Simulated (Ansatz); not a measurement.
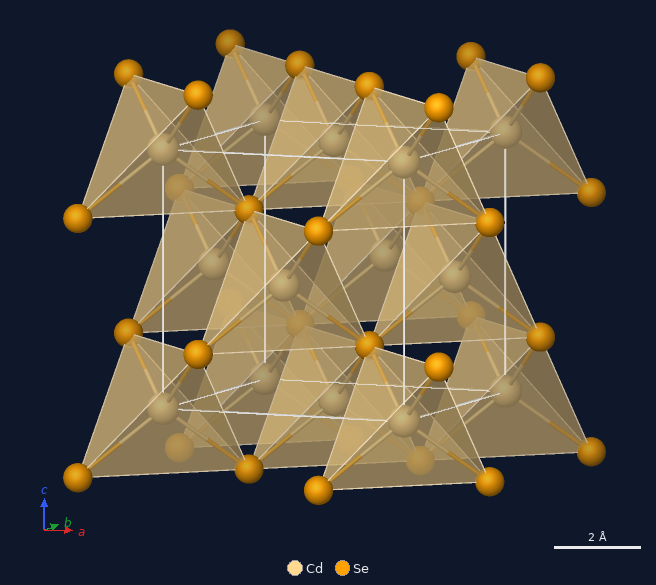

The figure gives a polyhedral picture of the atoms, viewed slightly off an axis. Lines trace the edges of the conventional unit cell. Some atoms of the next cells are drawn as well.

CdSe, zinc blende (sphalerite type), space group F-43m (No. 216), a = 6.136 Å, b = 6.136 Å, c = 6.136 Å, α = 90.00°, β = 90.00°, γ = 90.00°. Origin of the cell: a structure type filled with these elements by a generator (whether the compound takes this form wasn't checked). Earlier steps of the study, as a rule a relaxation of our own, may have changed the cell and positions, so they can lie some per cent off the listed ones. A calculation with Ansatz used it as input.

This one geometry was computed with Ansatz (DFT, plane waves, PAW) at five levels of theory: PBE with spin-orbit coupling, PBE, PBE0, HSE06 and r2SCAN. It was relaxed beforehand with r2SCAN.

> How does the band gap change with the level of theory?

PBE with spin-orbit coupling: a gap of 0.44 eV, direct; PBE: a gap of 0.56 eV, direct; r2SCAN: a gap of 1.04 eV, direct; HSE06: a gap of 1.48 eV, direct; PBE0: a gap of 2.08 eV, direct.

> Collect the results in a table.

| level | cutoff (eV) | k-mesh of the run's cell | gap (eV) | pressure (GPa) |
| --- | --- | --- | --- | --- |
| PBE with spin-orbit coupling | 420 | 8×8×8 | 0.44 | 1.4 |
| PBE | 420 | 8×8×8 | 0.56 | 1.4 |
| PBE0 | 420 | 6×6×6 | 2.08 | 0.1 |
| HSE06 | 420 | 6×6×6 | 1.48 | 0.2 |
| r2SCAN | 500 | 8×8×8 | 1.04 | -0.1 |

Gaps are taken on the k-mesh or band path of each run.
